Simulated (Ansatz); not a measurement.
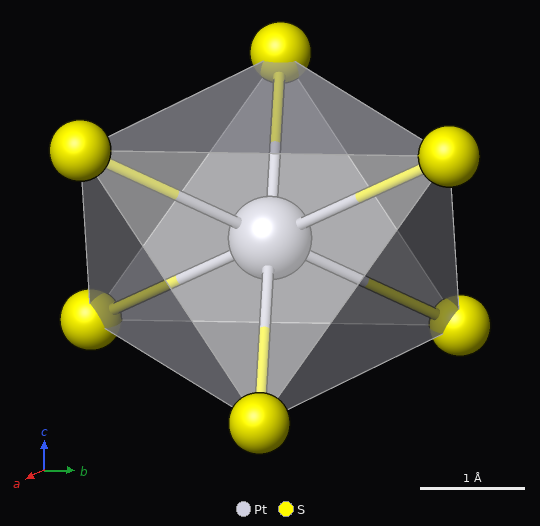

Coordination of Pt in PtS2 (P-3m1). Continuous shape measures are computed against ideal polyhedra (0 is ideal; above about 3 the distortion is strong). Origin: the geometry relaxed with DFT, PBE-D4, plane waves, PAW (Ansatz 0.2.0).

### What geometry does the central atom have?

PtS6: a slightly distorted octahedron (coordination number 6, S = 0.76; next best trigonal prism, S = 16.5).

### Does the central atom sit at the centroid of its ligands?

Yes, to within 0.01 Å; the site symmetry is -3m.

### How long are the bonds?

6 × Pt–S 2.40 Å. The next neighbour, not counted, lies at 3.58 Å.
